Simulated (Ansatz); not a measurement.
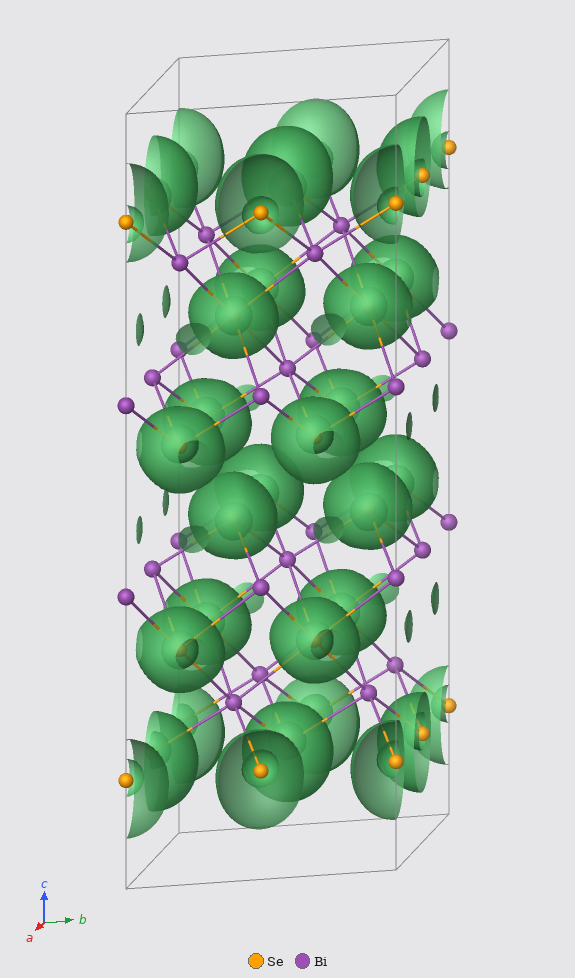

Figure 1: Bi$_{2}$Se$_{3}$ (slab). Isosurface of the ELF at 0.65 (green), seen slightly off an axis. Only the valence region is drawn (cores and ρ < 0.01 e/Å³ removed). Sticks mark near contacts.

Built by placing these elements on a known structure type.

Method: Ansatz, DFT PBE+D3(BJ), scalar-relativistic, plane waves, PAW.

Core electrons are frozen (PAW), and the valence fields are smoothed inside the atomic spheres.

Question: Where are the electrons localised?

Answer: The ELF exceeds this value in six regions wrapped around Se (the valence shell of each), counted in one cell of 10 atoms. Counts are for one cell; the picture repeats the cell along the surface. Profiles from the grid: Bi–Se (2.86 Å): the ELF is about 0.45 at the midpoint and 0.35 at its lowest between the atoms. Bi–Se (3.07 Å): the ELF is about 0.30 at the midpoint.

Question: Does the calculation give a band gap?

Answer: It is gapped, with a Kohn–Sham gap of 0.51 eV on the k-point mesh (the band edges may lie off the mesh, which would make the gap smaller).
